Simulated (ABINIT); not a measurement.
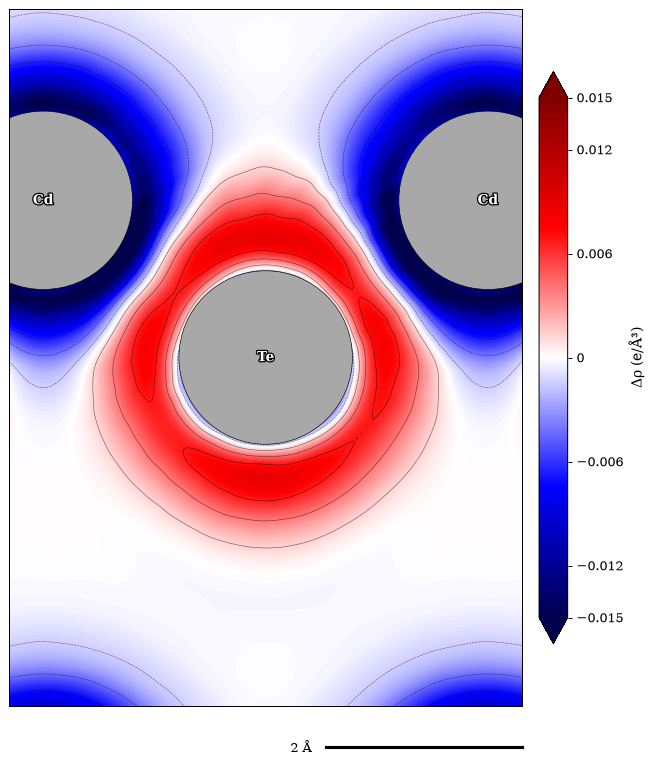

CdTe. Difference of the valence pseudo-densities of two functionals at the same geometry, on the (11̄0) plane of the calculation cell: r2SCAN less LDA.

Both computed with ABINIT (plane waves, PAW), on the same k-point mesh. Grey discs cover the atomic cores.

```yaml
crystal:
  lattice:
    - [0.00000, 3.20500, 3.20500]
    - [3.20500, 0.00000, 3.20500]
    - [3.20500, 3.20500, 0.00000]
  atoms:
    - { symbol: Te, position: [0.75000, 0.75000, 0.75000] }
    - { symbol: Cd, position: [0.00000, 0.00000, 0.00000] }
```

What does the difference map show?

Against LDA, r2SCAN gives more density around Te (+0.005 e/Å³ on average at 1.0 Å from the nucleus) and less density around Cd (−0.014 e/Å³ on average at 1.1 Å from the nucleus).
